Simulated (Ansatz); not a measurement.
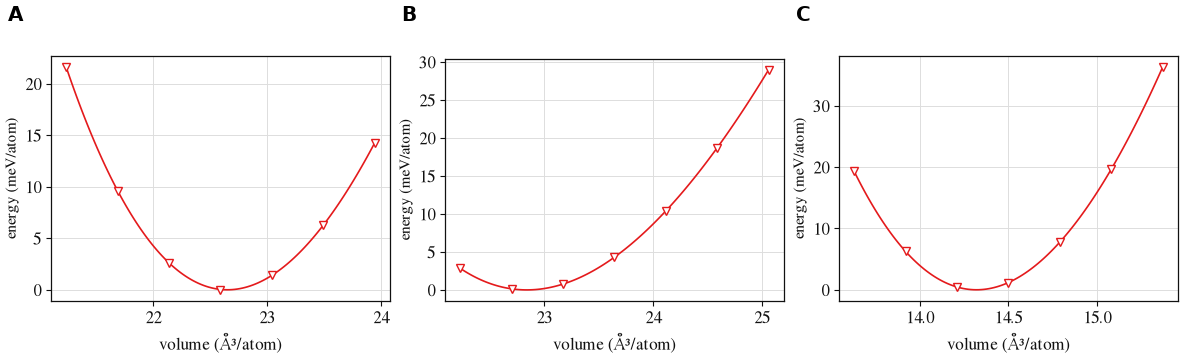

Each panel shows the energy against volume for one of these solids: AgBr, Fm-3m (No. 225); GaAs, F-43m (No. 216); YN, Fm-3m (No. 225).

Method: all-electron LAPW DFT, no spin polarisation; energies at scaled volumes of the given cell, shape and fractions fixed, counted from the fit's minimum, third-order Birch-Murnaghan fit (Ansatz 0.2.0). Level: PBEsol.

Q: Match the panels to the solids.

A: A is GaAs (energy from 0.03 meV/atom to 21.63 meV/atom, V0 22.65 Å³/atom, B0 68.9 GPa); B is AgBr (energy from 0.14 meV/atom to 29.02 meV/atom, V0 22.84 Å³/atom, B0 52.3 GPa); C is YN (energy from 0.46 meV/atom to 36.34 meV/atom, V0 14.32 Å³/atom, B0 171 GPa).
